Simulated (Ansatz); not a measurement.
**Geometry relaxation of Al$_{12}$H (part 1 of 2)**

- system: Al$_{12}$H (slab, 13 atoms in the cell)
- method: DFT PBE, scalar-relativistic, plane waves, PAW, no spin polarisation (Ansatz 0.2.0)

The structure derives from an entry of the Crystallography Open Database. The input holds or restrains some coordinates.

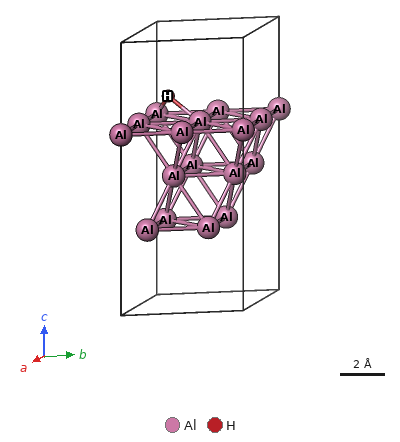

**Figure 1.** The structure as given in the input (ball-and-stick view of the cell of the calculation, with the vacuum cut short, seen slightly off an axis).

### Summary

| quantity | value |
| --- | --- |
| outcome | converged under the restraints of the input |
| electrons treated | 37 |
| free energy | −6462.6938 eV |
| work function, top face | 3.98 eV |
| work function, bottom face | 3.95 eV |
| Fermi energy | 0.263 eV |
| gap on the k-point mesh | none (metallic) |
| final volume | 568.45 Å³ |
| work function (upper face) | 3.98 eV |
| largest force (length of the vector) at the end, held atoms and coordinates included | 0.511 eV/Å |
| hardware | 1 thread of Intel Xeon (Emerald Rapids), 10 GiB of memory available, shared host |
| wall time | 64 s |
| peak memory | 0.75 GiB |

### The input
```yaml
crystal:
  lattice:
    - [5.7143028096, 0.0, 0.0]
    - [-2.8571514048, 4.948731398, 0.0]
    - [0.0, 0.0, 20.1016424997]
  atoms:
    - { symbol: Al, position: [0.3333333333, 0.1666666667, 0.1989887145] }
    - { symbol: Al, position: [0.3333333333, 0.6666666667, 0.1989887145] }
    - { symbol: Al, position: [0.8333333333, 0.1666666667, 0.1989887145] }
    - { symbol: Al, position: [0.8333333333, 0.6666666667, 0.1989887145] }
    - { symbol: Al, position: [0.1666666667, 0.3333333333, 0.313453309] }
    - { symbol: Al, position: [0.1666666667, 0.8333333333, 0.313453309] }
    - { symbol: Al, position: [0.6666666667, 0.3333333333, 0.313453309] }
    - { symbol: Al, position: [0.6666666667, 0.8333333333, 0.313453309] }
    - { symbol: Al, position: [0.0, 0.0, 0.4279074459] }
    - { symbol: Al, position: [0.0, 0.5, 0.4279074459] }
    - { symbol: Al, position: [0.5, 0.0, 0.4279074459] }
    - { symbol: Al, position: [0.5, 0.5, 0.4279074459] }
    - { symbol: H, position: [0.25, 0.1666666667, 0.4790172873] }
basis:
  ecutwfc: 420
kpoints:
  mp_grid: { grid: [6, 6, 1] }
hamiltonian:
  xc: pbe
scf:
  occupations: { method: gaussian, width: 0.1 }
output:
  forces: true
  eigenvalues: true
relax:
  adjacent_minimum: "off"
  f_tol: 0.025
  max_steps: 16
  constraints:
    - { sites: [0, 1, 2, 3, 4, 5, 6, 7, 8, 9, 10, 11] }
    - { sites: [12], fix: xy }
efield:
  axis: 3
  dipole_correction: true
  ramp_width: 0.04
```

Launch command:
```bash
ansatz run input.yaml --threads 1 --pin off --max-ram 3072MiB --backend cpu --events-out ev --progress --plain --runs-dir out
```

### What the program printed
```
Engine: ansatz 0.2.0, x86_64-unknown-linux-gnu
Pseudopotentials: kind: paw
Pseudopotential: Al, paw, valence charge 3, recommended cutoff 420 eV (normal), Al.paw.azcp
Pseudopotential: H, paw, valence charge 1, recommended cutoff 420 eV (normal), H.paw.azcp
Functional definition: PBE
  parameter kappa = 0.804
  parameter beta = 0.06672455060314922
  exchange = pbe_x(kappa = kappa, mu = beta*pi^2/3)
  correlation = pbe_c(beta = beta)
Crystal: 13 atoms, lattice volume = 568.445 Å³
Basis set: ecut = 420 eV, 11155 PW (Γ), exchange–correlation on 80×80×270 points (8 copies of the dense FFT grid, shifted against one another)
Bands: 32, of which v1, the nominal top of the filled ones, is band 19 counted from 1 (18 counted from 0)
Symmetry: 1 space group operations
Space group: P1 (ITA 1), of the structure as read, at distance tolerance 8.3e-5 Å
k-points: 20 of 36 (time reversal used)
Non-local potential: Al, projectors of the file, l = 0: 2, l = 1: 2, l = 2: 1
Non-local potential: H, projectors of the file, l = 0: 2, l = 1: 1
PAW form: soft (Blöchl's): semilocal exchange-correlation on the pseudo side does not see the compensation charge
PAW one-centre angular grid: Al, 110 points (default); XC on 64 Gauss nodes
PAW one-centre angular grid: H, 110 points (default); XC on 64 Gauss nodes
Initial density: superposition of atomic densities (neutral atoms: chi_scale 0, normalization atom), corrected by the library's trained network
Initial wavefunctions: pseudopotential atomic-orbital guess
Functional: x = pbe(κ = 0.804, μ = 0.2195149727645171), c = pbe(β = 0.06672455060314922)
SCF iter   1: F=—  HF=-6462.678701 eV  |F-HF|=—  |Δ(HF+E_count)|=         —  Δρ=1.83e-3  dr2=1.55e-1  ethr=1.77e-3  p=-0.010 e·Å  D=-3.28e-3 V/Å  ΔV_dip=0.07 eV  dr2_dipole=2.71e-4  V_vac-E_F(+/−)=4.06/4.00 eV  ⟨swp⟩=14.1  Hψ=4463  notcnv=0
efield: sawtooth ramp at fractional position 0.8190 (placed from the atoms, in the widest stretch of the axis that holds none; the zero of the levels goes with the place), width 0.0400; the density the first Hamiltonian is built on has a dipole p = -0.010 e·Å; the dipole correction subtracts the counter field D = -3.28e-3 V/Å, which shifts the + side's vacuum level by +0.07 eV against the − side's; the planar-averaged density in the ramp window peaks in size at 2.7e-5 e/Å³
preconditioner: auto → LDOS  [metal: Δε(μ)=0.039 eV  Ē_g=6.454 eV  σ=0.100 eV  W_gap=0.21  n_scr=52 (ndim 8)  ℏωp=9.5 eV  f_vac=0.516  D(μ)=4.33/eV (n_scr^D=6)  β→1.0]
SCF iter   2: F=—  HF=-6462.659119 eV  |F-HF|=—  |Δ(HF+E_count)|=   1.96e-2  Δρ=6.46e-4  dr2=6.88e-3  ethr=4.18e-4  p=0.005 e·Å  D=1.58e-3 V/Å  ΔV_dip=-0.03 eV  dr2_dipole=6.06e-4  V_vac-E_F(+/−)=3.91/3.94 eV  ⟨swp⟩=2.0  Hψ=862  notcnv=0  defer=55
SCF iter   3: F=—  HF=-6462.659896 eV  |F-HF|=—  |Δ(HF+E_count)|=   7.77e-4  Δρ=2.59e-4  dr2=2.83e-3  ethr=1.86e-5  p=0.005 e·Å  D=1.46e-3 V/Å  ΔV_dip=-0.03 eV  dr2_dipole=2.31e-4  V_vac-E_F(+/−)=3.91/3.94 eV  ⟨swp⟩=2.5  Hψ=974  notcnv=0  defer=55
SCF iter   4: F=—  HF=-6462.659569 eV  |F-HF|=—  |Δ(HF+E_count)|=   3.27e-4  Δρ=8.55e-5  dr2=2.32e-4  ethr=7.64e-6  p=0.005 e·Å  D=1.66e-3 V/Å  ΔV_dip=-0.03 eV  dr2_dipole=1.73e-6  V_vac-E_F(+/−)=3.90/3.93 eV  ⟨swp⟩=2.3  Hψ=827  notcnv=0  defer=54
SCF iter   5: F=—  HF=-6462.659548 eV  |F-HF|=—  |Δ(HF+E_count)|=   2.03e-5  Δρ=2.42e-5  dr2=1.60e-5  ethr=6.28e-7  p=0.005 e·Å  D=1.66e-3 V/Å  ΔV_dip=-0.03 eV  dr2_dipole=1.09e-6  V_vac-E_F(+/−)=3.89/3.93 eV  ⟨swp⟩=2.5  Hψ=924  notcnv=0  defer=53
SCF iter   6: F=-6462.659552 eV  HF=-6462.659552 eV  |F-HF|=1.68e-7  |Δ(HF+E_count)|=   3.30e-6  Δρ=8.01e-6  dr2=1.40e-6  ethr=4.22e-8  p=0.005 e·Å  D=1.68e-3 V/Å  ΔV_dip=-0.03 eV  dr2_dipole=6.15e-9  V_vac-E_F(+/−)=3.89/3.93 eV  ⟨swp⟩=19.1  Hψ=4226  notcnv=0
SCF 1 converged in 6 iterations: F = -6462.659552 eV  dr2 = 1.40e-6
  greatest PAW one-centre occupation: 0.470 electrons in one spin orbital (limit 2), on the Al atom at site 10 (counted from 0), in its partial waves of l = 0
relax step   1: F+E_penalty+E_count = -6462.65955151 eV  Δ(F+E_penalty+E_count) = +0.000e0 eV  max|allowed force component| = 5.488e-1 eV/Å  Δτ_max = 0.0000 Å  (6 SCF iters, dr2 threshold 1.56e-5 eV, accepted)
Initial density: handed on by an earlier stage of this run
Initial wavefunctions: those handed on with the density
iter 1 solved again at ethr=2.86e-5 eV; its pass at ethr=3.10e-3 eV (dr2=1.06e-2 eV) is discarded
SCF iter   1: F=—  HF=-6462.692232 eV  |F-HF|=—  |Δ(HF+E_count)|=         —  Δρ=1.55e-3  dr2=1.08e-2  ethr=2.86e-5  p=0.005 e·Å  D=1.68e-3 V/Å  ΔV_dip=-0.03 eV  dr2_dipole=5.06e-5  V_vac-E_F(+/−)=3.90/3.94 eV  ⟨swp⟩=2.5  Hψ=2130  notcnv=0  defer=92
efield: sawtooth ramp at fractional position 0.8190 (handed on by an earlier solve), width 0.0400; the density the first Hamiltonian is built on has a dipole p = 0.005 e·Å; the dipole correction subtracts the counter field D = 1.68e-3 V/Å, which shifts the + side's vacuum level by -0.03 eV against the − side's; the planar-averaged density in the ramp window peaks in size at 6.4e-7 e/Å³
preconditioner: auto → LDOS  [metal: Δε(μ)=0.049 eV  Ē_g=6.410 eV  σ=0.100 eV  W_gap=0.27  n_scr=52 (ndim 8)  ℏωp=9.5 eV  f_vac=0.520  D(μ)=3.75/eV (n_scr^D=6)  β→1.0]
SCF iter   2: F=—  HF=-6462.689797 eV  |F-HF|=—  |Δ(HF+E_count)|=   2.44e-3  Δρ=2.77e-4  dr2=1.26e-3  ethr=2.86e-5  p=-0.000 e·Å  D=-9.50e-5 V/Å  ΔV_dip=0.00 eV  dr2_dipole=8.27e-5  V_vac-E_F(+/−)=3.95/3.95 eV  ⟨swp⟩=2.1  Hψ=925  notcnv=0  defer=92
SCF iter   3: F=—  HF=-6462.689640 eV  |F-HF|=—  |Δ(HF+E_count)|=   1.57e-4  Δρ=9.43e-5  dr2=1.30e-4  ethr=3.40e-6  p=0.000 e·Å  D=1.00e-4 V/Å  ΔV_dip=-0.00 eV  dr2_dipole=6.30e-6  V_vac-E_F(+/−)=3.94/3.95 eV  ⟨swp⟩=2.0  Hψ=895  notcnv=0  defer=92
SCF iter   4: F=-6462.689626 eV  HF=-6462.689629 eV  |F-HF|=3.01e-6  |Δ(HF+E_count)|=   1.09e-5  Δρ=2.44e-5  dr2=9.26e-6  ethr=5.09e-8  p=-0.000 e·Å  D=-7.46e-5 V/Å  ΔV_dip=0.00 eV  dr2_dipole=1.09e-7  V_vac-E_F(+/−)=3.95/3.95 eV  ⟨swp⟩=15.1  Hψ=4532  notcnv=0
SCF 2 converged in 4 iterations: F = -6462.689626 eV  dr2 = 9.26e-6
relax step   2: F+E_penalty+E_count = -6462.68962612 eV  Δ(F+E_penalty+E_count) = -3.007e-2 eV  max|allowed force component| = 1.871e-1 eV/Å  Δτ_max = 0.0822 Å  (4 SCF iters, dr2 threshold 1.88e-5 eV, accepted)
SCF iter   1: F=—  HF=-6462.694549 eV  |F-HF|=—  |Δ(HF+E_count)|=         —  Δρ=8.43e-4  dr2=3.36e-3  ethr=9.33e-5  p=-0.000 e·Å  D=-7.45e-5 V/Å  ΔV_dip=0.00 eV  dr2_dipole=2.72e-5  V_vac-E_F(+/−)=3.95/3.95 eV  ⟨swp⟩=2.0  Hψ=1466  notcnv=0  defer=73
efield: sawtooth ramp at fractional position 0.8190 (handed on by an earlier solve), width 0.0400; the density the first Hamiltonian is built on has a dipole p = -0.000 e·Å; the dipole correction subtracts the counter field D = -7.45e-5 V/Å, which shifts the + side's vacuum level by +0.00 eV against the − side's; the planar-averaged density in the ramp window peaks in size at 1.1e-6 e/Å³
preconditioner: auto → LDOS  [metal: Δε(μ)=0.048 eV  Ē_g=6.404 eV  σ=0.100 eV  W_gap=0.27  n_scr=52 (ndim 8)  ℏωp=9.5 eV  f_vac=0.519  D(μ)=3.44/eV (n_scr^D=6)  β→1.0]
SCF iter   2: F=—  HF=-6462.693750 eV  |F-HF|=—  |Δ(HF+E_count)|=   7.99e-4  Δρ=1.50e-4  dr2=3.47e-4  ethr=9.08e-6  p=-0.005 e·Å  D=-1.49e-3 V/Å  ΔV_dip=0.03 eV  dr2_dipole=1.86e-5  V_vac-E_F(+/−)=3.98/3.95 eV  ⟨swp⟩=2.4  Hψ=1212  notcnv=0  defer=72
SCF iter   3: F=—  HF=-6462.693778 eV  |F-HF|=—  |Δ(HF+E_count)|=   2.84e-5  Δρ=5.03e-5  dr2=4.37e-5  ethr=9.38e-7  p=-0.004 e·Å  D=-1.26e-3 V/Å  ΔV_dip=0.03 eV  dr2_dipole=9.50e-7  V_vac-E_F(+/−)=3.98/3.95 eV  ⟨swp⟩=2.0  Hψ=900  notcnv=0  defer=72
SCF iter   4: F=—  HF=-6462.693776 eV  |F-HF|=—  |Δ(HF+E_count)|=   2.34e-6  Δρ=1.35e-5  dr2=3.35e-6  ethr=1.18e-7  p=-0.004 e·Å  D=-1.32e-3 V/Å  ΔV_dip=0.03 eV  dr2_dipole=2.52e-7  V_vac-E_F(+/−)=3.98/3.95 eV  ⟨swp⟩=2.1  Hψ=897  notcnv=0  defer=72
SCF iter   5: F=-6462.693776 eV  HF=-6462.693777 eV  |F-HF|=4.78e-7  |Δ(HF+E_count)|=   5.54e-7  Δρ=4.99e-6  dr2=7.44e-7  ethr=5.92e-9  p=-0.004 e·Å  D=-1.31e-3 V/Å  ΔV_dip=0.03 eV  dr2_dipole=9.18e-8  V_vac-E_F(+/−)=3.98/3.95 eV  ⟨swp⟩=15.2  Hψ=3805  notcnv=0
SCF 3 converged in 5 iterations: F = -6462.693776 eV  dr2 = 7.44e-7
relax step   3: F+E_penalty+E_count = -6462.69377618 eV  Δ(F+E_penalty+E_count) = -4.150e-3 eV  max|allowed force component| = 6.836e-3 eV/Å  Δτ_max = 0.0465 Å  (5 SCF iters, dr2 threshold 2.19e-6 eV, accepted)
iter 1 solved again at ethr=1.36e-9 eV; its pass at ethr=3.10e-3 eV (dr2=5.05e-7 eV) is discarded
SCF iter   1: F=—  HF=-6462.693738 eV  |F-HF|=—  |Δ(HF+E_count)|=         —  Δρ=5.04e-6  dr2=5.07e-7  ethr=1.36e-9  p=-0.004 e·Å  D=-1.31e-3 V/Å  ΔV_dip=0.03 eV  dr2_dipole=2.46e-8  V_vac-E_F(+/−)=3.98/3.95 eV  ⟨swp⟩=1.0  Hψ=1760  notcnv=0
efield: sawtooth ramp at fractional position 0.8190 (handed on by an earlier solve), width 0.0400; the density the first Hamiltonian is built on has a dipole p = -0.004 e·Å; the dipole correction subtracts the counter field D = -1.31e-3 V/Å, which shifts the + side's vacuum level by +0.03 eV against the − side's; the planar-averaged density in the ramp window peaks in size at 1.1e-6 e/Å³
preconditioner: auto → LDOS  [metal: Δε(μ)=0.049 eV  Ē_g=6.406 eV  σ=0.100 eV  W_gap=0.27  n_scr=52 (ndim 8)  ℏωp=9.5 eV  f_vac=0.519  D(μ)=3.46/eV (n_scr^D=6)  β→1.0]
SCF iter   2: F=—  HF=-6462.693777 eV  |F-HF|=—  |Δ(HF+E_count)|=   3.90e-5  Δρ=4.40e-6  dr2=7.44e-7  ethr=1.36e-9  p=-0.004 e·Å  D=-1.32e-3 V/Å  ΔV_dip=0.03 eV  dr2_dipole=7.19e-8  V_vac-E_F(+/−)=3.98/3.95 eV  ⟨swp⟩=2.0  Hψ=914  notcnv=0
SCF iter   3: F=-6462.693777 eV  HF=-6462.693777 eV  |F-HF|=6.63e-8  |Δ(HF+E_count)|=   3.22e-8  Δρ=1.18e-6  dr2=6.85e-8  ethr=2.70e-10  p=-0.004 e·Å  D=-1.32e-3 V/Å  ΔV_dip=0.03 eV  dr2_dipole=1.52e-8  V_vac-E_F(+/−)=3.98/3.95 eV  ⟨swp⟩=6.5  Hψ=2676  notcnv=0
SCF 4 converged in 3 iterations: F = -6462.693777 eV  dr2 = 6.85e-8
relax step   4: F+E_penalty+E_count = -6462.69377674 eV  Δ(F+E_penalty+E_count) = -5.617e-7 eV  max|allowed force component| = 6.880e-3 eV/Å  Δτ_max = 0.0000 Å  (3 SCF iters, accepted)
```

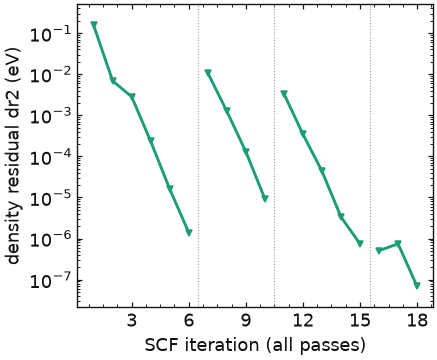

**Figure 2.** Convergence of the self-consistent field: density residual dr2 against the SCF iteration. The dotted lines part the SCF passes of the relaxation: geometry steps, rejected trials and re-solves on a re-selected basis. The passes take 6, 4, 5 and 3 iterations.

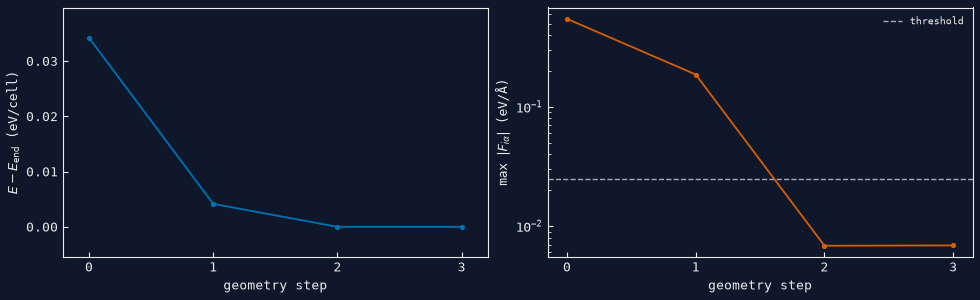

**Figure 3.** Progress of the restrained relaxation, step by step (the first geometry is step 0 here and step 1 in the log).
